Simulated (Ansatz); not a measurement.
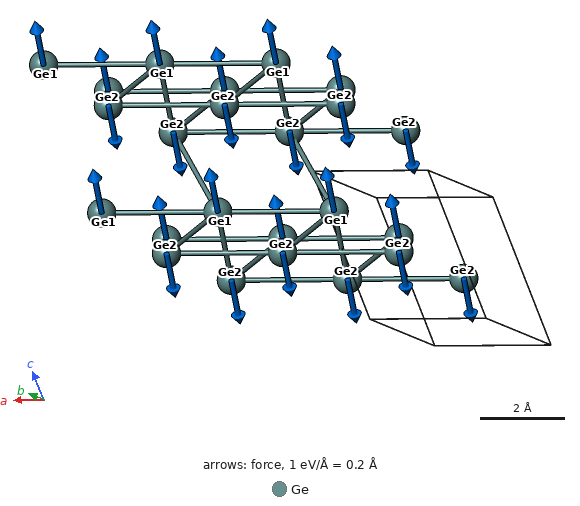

Starting geometry of solid Ge (set up in P-1) with the computed forces as blue arrows. The picture is a ball-and-stick view of the cell of the calculation, reduced to other axes, repeated 3 × 2 × 2 with one cell outlined, seen from a free direction. Lengths and directions refer to the drawn axes.

Case: all atoms moved at random, sigma 0.4 Å for each component; relaxed back.

These are results of DFT PBEsol, scalar-relativistic, plane waves, PAW (Ansatz), not measurements.

Input file:
```yaml
crystal:
  lattice:
    - [-2.5637634457, 2.5621121131, 1.3967991573]
    - [2.5637634457, -2.5621121131, 1.3967991573]
    - [2.5637634457, 2.5621121131, -1.3967991573]
  atoms:
    - { symbol: Ge, position: [0.0548203931, 0.8445715144, 0.3083056349] }
    - { symbol: Ge, position: [0.9451796069, 0.1554284856, 0.6916943651] }
basis:
  ecutwfc: 420
kpoints:
  mp_grid: { grid: [14, 14, 14] }
hamiltonian:
  xc: pbesol
scf:
  occupations: { method: gaussian, width: 0.15 }
output:
  forces: true
  stress: true
  eigenvalues: true
relax:
  adjacent_minimum: "off"
  f_tol: 0.01
  max_steps: 80
  cell: { stress_tol: 0.1 }
```

Run as
```bash
ansatz run input.yaml --threads 1 --pin off --max-ram 2560MiB --backend cpu --events-out ev --progress --plain --runs-dir out
```

Q: Is this structure relaxed? If not, where do the atoms go?

A: It isn't relaxed: the largest force vector, on Ge atoms, is 6.66 eV/Å. The final displacements follow the starting forces only in part (cosine between the two patterns 0.81). The largest moves relative to the cell, 0.34 Å, are those of Ge1 and Ge2. Ge1 goes roughly along [1 1 2]. The drawn cell changes at constant volume: a 2.794 → 2.840 Å (+1.7 %), b = c 3.884 → 3.866 Å (−0.5 %), α 82.5° → 82.3°, β 68.9° → 68.5°, γ 68.9° → 68.5°. Some distances before and after: Ge1–Ge2 2.079 → 2.640 Å, Ge1–Ge2 (another image) 3.079 → 2.640 Å, Ge1–Ge2 (another image) 2.936 → 2.639 Å, Ge1–Ge2 (another image) 2.765 → 2.639 Å. Among the angles between lasting bonds that change: Ge2–Ge1–Ge2 128.0° → 149.0°, Ge2–Ge1–Ge2 105.8° → 94.1°, Ge1–Ge1–Ge2 114.4° → 105.5°. The space group (tolerance 0.01 Å) goes from P-1 (No. 2) to I4_1/amd (No. 141). The energy falls by 655 meV per atom in 5 accepted moves (6 points after the start). Largest force component: 6.6 eV/Å at the start, 0.00068 eV/Å at the end. Pressure: 15.52 GPa at the start and 0.00 GPa at the end. At 1 point the geometry stayed and the basis and grid were re-selected for the new cell (energy shift of less than 0.05 meV per atom at most each time).
